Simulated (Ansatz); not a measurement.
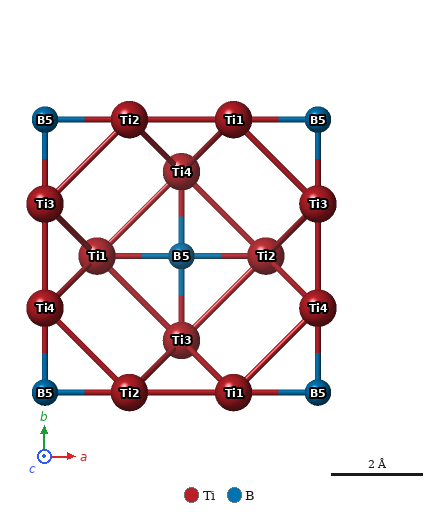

Starting structure of crystalline Ti4B (a generated structure, set up in I4/mmm) (coarse preliminary run). The picture is a ball-and-stick view of the conventional cell (2 times the calculation's cell), seen along the c axis. Lengths and directions refer to the drawn axes.

Level of theory: Ansatz 0.2.0, DFT PBE, scalar-relativistic, plane waves, PAW.

Input file:
```yaml
crystal:
  lattice:
    - [-3.03097988, 3.03097988, 2.15533454]
    - [3.03097988, -3.03097988, 2.15533454]
    - [3.03097988, 3.03097988, -2.15533454]
  atoms:
    - { symbol: Ti, position: [0.0, 0.69087147, 0.69087147] }
    - { symbol: Ti, position: [0.0, 0.30912853, 0.30912853] }
    - { symbol: Ti, position: [0.69087147, 0.0, 0.69087147] }
    - { symbol: Ti, position: [0.30912853, 0.0, 0.30912853] }
    - { symbol: B, position: [0.0, 0.0, 0.0] }
basis:
  ecutwfc: 420
kpoints:
  mp_grid: { grid: [6, 6, 6] }
hamiltonian:
  xc: pbe
scf:
  occupations: { method: gaussian, width: 0.1 }
  lower_state_search: "off"
output:
  forces: true
  stress: true
  eigenvalues: true
relax:
  adjacent_minimum: "off"
  f_tol: 0.04
  max_steps: 70
  cell: { stress_tol: 0.4 }
```

Run as
```bash
ansatz run input.yaml --threads 1 --pin off --max-ram 2560MiB --backend cpu --events-out ev --progress --plain --runs-dir out
```

Question: Predict the outcome.

Answer: The largest moves relative to the cell, 0.24 Å, are those of Ti1, Ti2, Ti3 and Ti4. Ti2 goes along −a. B stays in place. Cell: a = b 6.062 → 7.729 Å (+27.5 %), c 4.311 → 2.870 Å (−33.4 %). Volume +8.2 %. Some distances before and after: Ti1–Ti1 4.311 → 2.870 Å, Ti1–Ti2 2.314 → 3.424 Å, Ti1–Ti3 2.650 → 3.044 Å, Ti1–B5 1.874 → 2.152 Å. Bonds break: Ti1–Ti2 (2.31 → 3.42 Å), Ti3–Ti4 (2.31 → 3.42 Å). The space group stays I4/mmm (No. 139). Over 16 accepted moves (18 points after the start) the energy falls by 1053 meV per atom. The largest force component goes from 1.8 to 0.00081 eV/Å. The pressure goes from 34.62 to 0.01 GPa. The SCF was repeated twice at an unchanged geometry on a basis and grid sized afresh for the cell, which shifted the energy by 85.6 meV per atom at most.

History of the run:

```json
{"step": "0", "E − E(0), meV/atom": "0.00", "largest force component, eV/Å": "1.7824", "pressure, GPa": "34.62", "volume, Å³/atom": "15.841", "note": ""}
{"step": "1", "E − E(0), meV/atom": "-360.74", "largest force component, eV/Å": "0.7826", "pressure, GPa": "14.89", "volume, Å³/atom": "18.177", "note": ""}
{"step": "2", "E − E(0), meV/atom": "-509.92", "largest force component, eV/Å": "0.0901", "pressure, GPa": "4.49", "volume, Å³/atom": "19.816", "note": ""}
{"step": "3", "E − E(0), meV/atom": "-573.07", "largest force component, eV/Å": "0.1553", "pressure, GPa": "-0.33", "volume, Å³/atom": "20.505", "note": ""}
{"step": "4", "E − E(0), meV/atom": "-622.05", "largest force component, eV/Å": "0.0870", "pressure, GPa": "-1.78", "volume, Å³/atom": "20.199", "note": ""}
{"step": "5", "E − E(0), meV/atom": "-673.87", "largest force component, eV/Å": "0.0808", "pressure, GPa": "-2.39", "volume, Å³/atom": "19.674", "note": ""}
{"step": "6", "E − E(0), meV/atom": "-733.11", "largest force component, eV/Å": "0.0508", "pressure, GPa": "-1.77", "volume, Å³/atom": "18.899", "note": ""}
{"step": "7", "E − E(0), meV/atom": "-802.32", "largest force component, eV/Å": "0.0901", "pressure, GPa": "-2.06", "volume, Å³/atom": "18.256", "note": ""}
{"step": "8", "E − E(0), meV/atom": "-873.53", "largest force component, eV/Å": "0.0058", "pressure, GPa": "-1.65", "volume, Å³/atom": "17.531", "note": ""}
{"step": "9", "E − E(0), meV/atom": "-922.81", "largest force component, eV/Å": "0.1280", "pressure, GPa": "0.60", "volume, Å³/atom": "16.667", "note": ""}
{"step": "10", "E − E(0), meV/atom": "-924.40", "largest force component, eV/Å": "0.2620", "pressure, GPa": "0.12", "volume, Å³/atom": "16.121", "note": ""}
{"step": "11", "E − E(0), meV/atom": "-932.52", "largest force component, eV/Å": "0.0891", "pressure, GPa": "0.59", "volume, Å³/atom": "16.302", "note": ""}
{"step": "12", "E − E(0), meV/atom": "-932.53", "largest force component, eV/Å": "0.0375", "pressure, GPa": "-0.82", "volume, Å³/atom": "16.496", "note": ""}
{"step": "13", "E − E(0), meV/atom": "-932.84", "largest force component, eV/Å": "0.0027", "pressure, GPa": "0.00", "volume, Å³/atom": "16.392", "note": ""}
{"step": "14", "E − E(0), meV/atom": "-1018.41", "largest force component, eV/Å": "0.0072", "pressure, GPa": "6.56", "volume, Å³/atom": "16.392", "note": "same geometry, new basis"}
{"step": "15", "E − E(0), meV/atom": "-1047.96", "largest force component, eV/Å": "0.0418", "pressure, GPa": "2.43", "volume, Å³/atom": "16.833", "note": ""}
{"step": "16", "E − E(0), meV/atom": "-1052.99", "largest force component, eV/Å": "0.0104", "pressure, GPa": "-0.50", "volume, Å³/atom": "17.237", "note": ""}
{"step": "17", "E − E(0), meV/atom": "-1053.16", "largest force component, eV/Å": "0.0004", "pressure, GPa": "0.02", "volume, Å³/atom": "17.145", "note": ""}
{"step": "18", "E − E(0), meV/atom": "-1053.42", "largest force component, eV/Å": "0.0008", "pressure, GPa": "0.01", "volume, Å³/atom": "17.145", "note": "same geometry, new basis"}
```

Final geometry:

```xyz
5
Lattice="-3.8645 3.8645 1.4351 3.8645 -3.8645 1.4351 3.8645 3.8645 -1.4351" Properties=species:S:1:pos:R:3 pbc="T T T"
Ti    5.5766    0.0000    0.0000
Ti    2.1524    0.0000    0.0000
Ti    0.0000    5.5766    0.0000
Ti    3.8645   -1.7121    1.4351
B     0.0000    0.0000    0.0000
```

The end point in the same view:

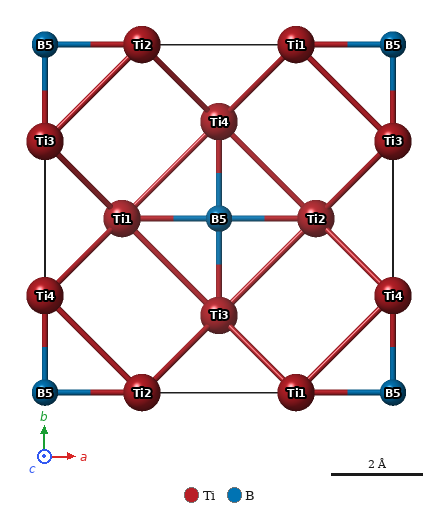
